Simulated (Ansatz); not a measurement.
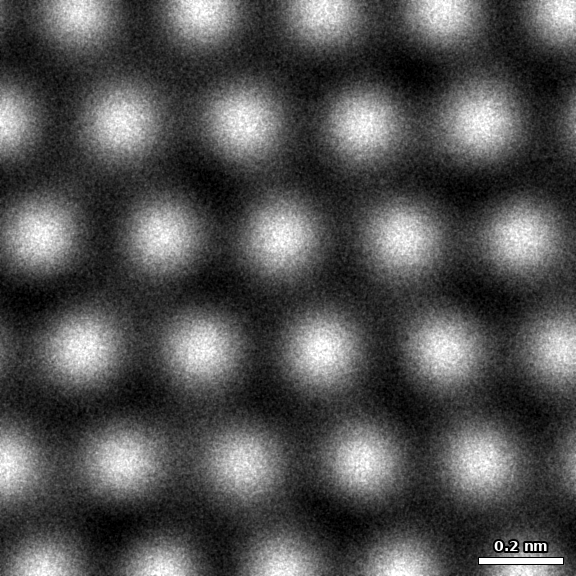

iDPC-like image of Lu (Fm-3m, No. 225). Simulated as the projected potential of neutral atoms (B = 0.5 Å²) blurred by a 1.30 Å probe, the thin-sample limit of integrated differential phase contrast. Shot noise and the speckle of an amorphous layer were added. Structure: a calculation's starting geometry; the starting structure was generated, so it need not be a known form of this composition.

```
Lu
1.0
     4.77749    0.00000    0.00000
     0.00000    4.77749    0.00000
     0.00000    0.00000    4.77749
Lu
4
Direct
  0.00000 0.00000 0.00000
  0.00000 0.50000 0.50000
  0.50000 0.00000 0.50000
  0.50000 0.50000 0.00000
```

Which beam direction gives this image, [221], [211], [110] or [001]? (Directions equivalent by symmetry count as one.)

Answer. [110]. The projected cells are 1.13 × 1.78 Å, 108° for [221]; 1.69 × 2.76 Å, 90° for [211]; 2.93 × 2.93 Å, 109° for [110]; 2.39 × 2.39 Å, 90° for [001], and the image repeats as the [110] one does.
